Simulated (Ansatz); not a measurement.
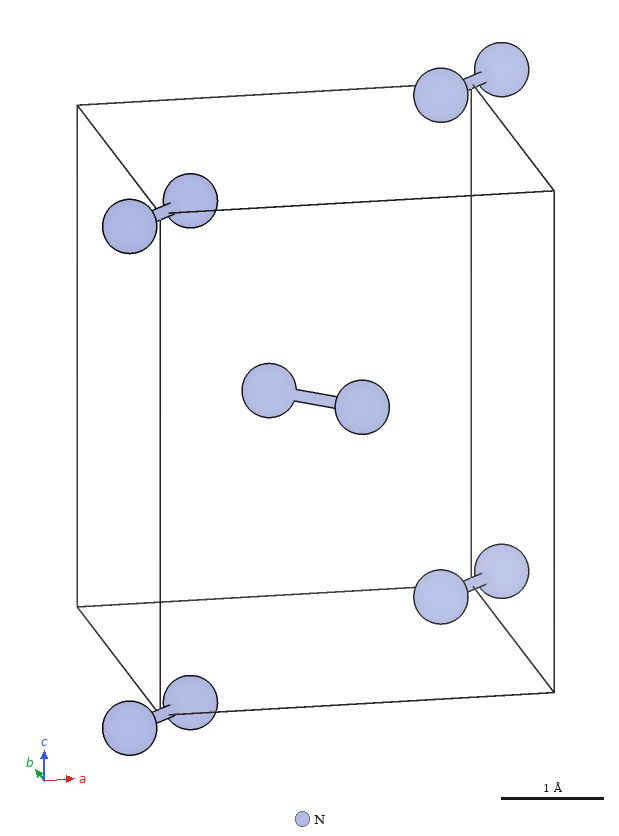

Shown here is a ball-and-stick view of the crystal, taken slightly off an axis. The parallelepiped is the conventional unit cell. Outside the box, the atoms bonded to those within are drawn.

N, space group P4_2/mnm (No. 136), a = 3.961 Å, b = 3.961 Å, c = 5.133 Å, α = 90.00°, β = 90.00°, γ = 90.00°. Starting structure: a structure listed in the Materials Project. Earlier steps of the study may have refined or changed the cell and positions. It was run through Ansatz as a DFT input.

This one geometry was computed with Ansatz (DFT, plane waves, PAW) at six levels of theory: PBE, dielectric-dependent PBE0 (fraction 1/eps_inf of PBE), r2SCANh, LC-wPBE, PBE0 and LDA.

Which level gives the highest pressure at this volume, and what does that say about its equilibrium volume?

Answer. Highest: PBE (2.7 GPa), which points to the largest equilibrium volume. Lowest, with the smallest volume: dielectric-dependent PBE0 (fraction 1/eps_inf of PBE) (-4.3 GPa). Levels within 0.5 GPa of each other can't be told apart.

How does the band gap change with the level of theory?

Answer. LDA: a gap of 6.65 eV, indirect; PBE: a gap of 6.85 eV, indirect; r2SCANh: a gap of 8.63 eV, indirect; PBE0: a gap of 9.92 eV, indirect; dielectric-dependent PBE0 (fraction 1/eps_inf of PBE): a gap of 14.14 eV, indirect; LC-wPBE: a gap of 15.38 eV, indirect.

Collect the results in a table.

Answer.
| level | cutoff (eV) | k-mesh of the run's cell | gap (eV) | pressure (GPa) |
| --- | --- | --- | --- | --- |
| PBE | 420 | 6×6×6 | 6.85 | 2.7 |
| dielectric-dependent PBE0 (fraction 1/eps_inf of PBE) | 420 | 4×4×4 | 14.14 | -4.3 |
| r2SCANh | 500 | 4×4×4 | 8.63 | -0.6 |
| LC-wPBE | 420 | 4×4×4 | 15.38 | -0.8 |
| PBE0 | 420 | 4×4×4 | 9.92 | -0.3 |
| LDA | 420 | 6×6×6 | 6.65 | -0.5 |

Gaps are taken on the k-mesh or band path of each run.
